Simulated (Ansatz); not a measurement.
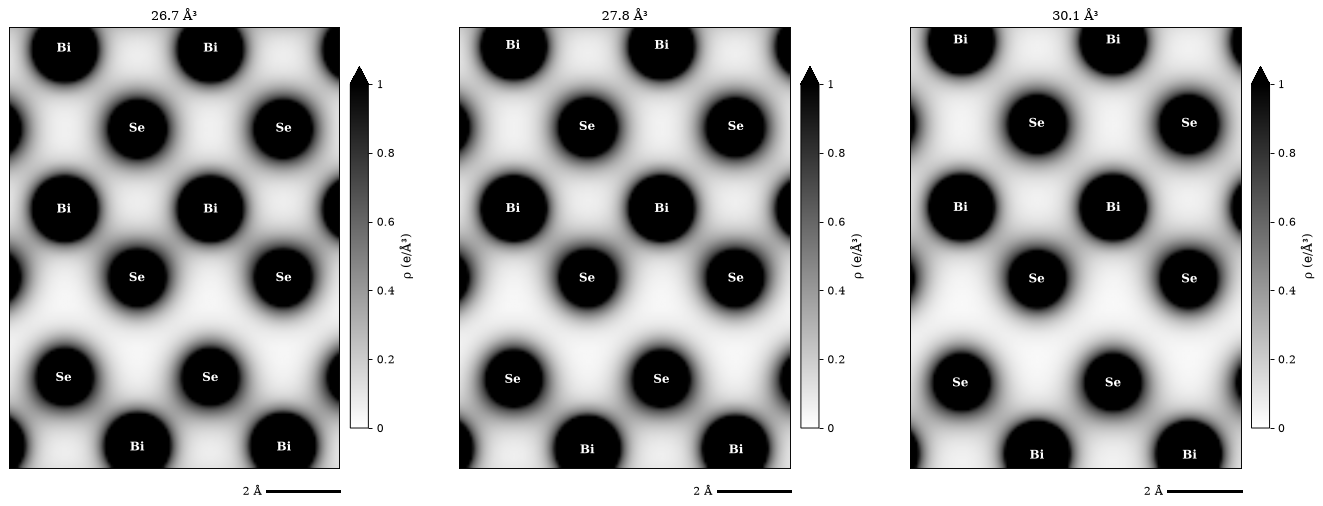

Bi$_{2}$Se$_{3}$. The valence pseudo-density of cells scaled evenly to different volumes (given per atom above each panel), on the (111) plane of each (indices in the axes of the cell below), at one length scale and on one colour scale.

The calculation used Kohn-Sham DFT of a periodic cell, r2SCAN with D3(BJ), Ansatz PAW (Ansatz).

In a PAW calculation such maps are meaningful between the atoms, not at the nuclei.

The largest cell:

```
Bi Se
1.0
     4.22426    0.00000    0.00000
    -2.11213    1.21944    9.73254
     2.11213   -3.65831    0.00000
Bi Se
2 3
Direct
  0.59920 0.79760 0.59920
  0.40080 0.20240 0.40080
  0.78830 0.36490 0.78830
  0.21170 0.63510 0.21170
  0.00000 0.00000 0.00000
```

| volume (Å³/atom) | Bi–Se contact in the plane (Å) | ρ at its midpoint (e/Å³) | pressure (GPa) | gap on the mesh (eV) | 
| --- | --- | --- | --- | --- |
| 26.68 | 2.793 | 0.374 | 5.1 | 0.44 | 
| 27.24 | 2.812 | ? | ? | ? | 
| 27.81 | 2.832 | 0.352 | 1.7 | 0.47 | 
| 30.08 | 2.907 | 0.315 | −3.1 | 0.52 | 

> What values belong in the row with question marks?

Over the known rows ln ρ falls by 1.50 per Å of Bi–Se distance (a least-squares line), which gives 0.363 e/Å³ at 2.812 Å; the calculation gives 0.363 e/Å³. For the pressure, a straight line in volume between the neighbouring rows gives 3.4 GPa; the calculation gives 3.3. For the gap on the mesh, a straight line in volume between the neighbouring rows gives 0.45 eV; the calculation gives 0.46.
